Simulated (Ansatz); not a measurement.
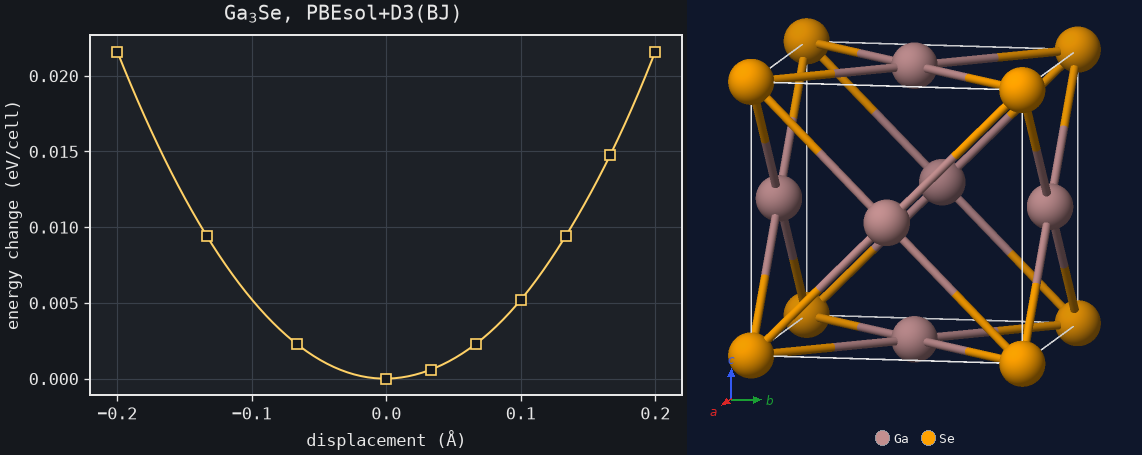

The picture above shows the energy change against displacement for Ga₃Se, space group Pm-3m (No. 221). The cell is drawn beside the plot.

Structure:
```yaml
crystal:
  lattice:
    - [4.22492, 0.00000, 0.00000]
    - [0.00000, 4.22492, 0.00000]
    - [0.00000, 0.00000, 4.22492]
  atoms:
    - { symbol: Ga, position: [0.00000, 0.50000, 0.50000] }
    - { symbol: Ga, position: [0.50000, 0.00000, 0.50000] }
    - { symbol: Ga, position: [0.50000, 0.50000, 0.00000] }
    - { symbol: Se, position: [0.00000, 0.00000, 0.00000] }
```

Calculation (Ansatz 0.2.0): one atom of a crystal moved along a line, all else fixed, by plane-wave density functional theory with PAW datasets, free energies less that of the undisturbed cell, pressure positive in compression; scalar-relativistic. Level: PBEsol with D3(BJ), no spin polarisation.

- wave cutoff: 420 eV
- k mesh: 12×12×12
- occupations: Gaussian
- smearing width: 0.15 eV
- k shift: (0, 0, 0) (mesh steps)
- start: relaxed
- moved atom: 4
- direction: (0, 1, 0) (Cartesian unit vector)

The points at displacement −0.1333, 0.0667 and 0.2 follow from computed ones by symmetry.

From this curve and the settings, what does the calculation give for the force along the direction (sum over moved atoms) and pressure at the same points?

The force along the direction (sum over moved atoms) falls from 0.2255 eV/Å at displacement −0.2000 Å to −0.2255 eV/Å at 0.2000 Å, and changes sign near 0.000 Å. The pressure goes from 0.416 GPa at displacement −0.2000 Å to 0.416 GPa at 0.2000 Å, not monotonically, with a low of 0.090 GPa at 0.0000 Å.

```
displacement (Å)  force along the direction (sum over moved atoms) (eV/Å)  pressure (GPa)
         -0.2000                                                   0.2255           0.416
         -0.1333                                                   0.1437           0.234
         -0.0667                                                   0.0697           0.126
          0.0000                                                   0.0000           0.090
          0.0333                                                  -0.0345           0.099
          0.0667                                                  -0.0697           0.126
          0.1000                                                  -0.1059           0.171
          0.1333                                                  -0.1437           0.234
          0.1667                                                  -0.1836           0.316
          0.2000                                                  -0.2255           0.416
```

Limits of the calculation: no spin polarisation, a magnetic state may lie lower.
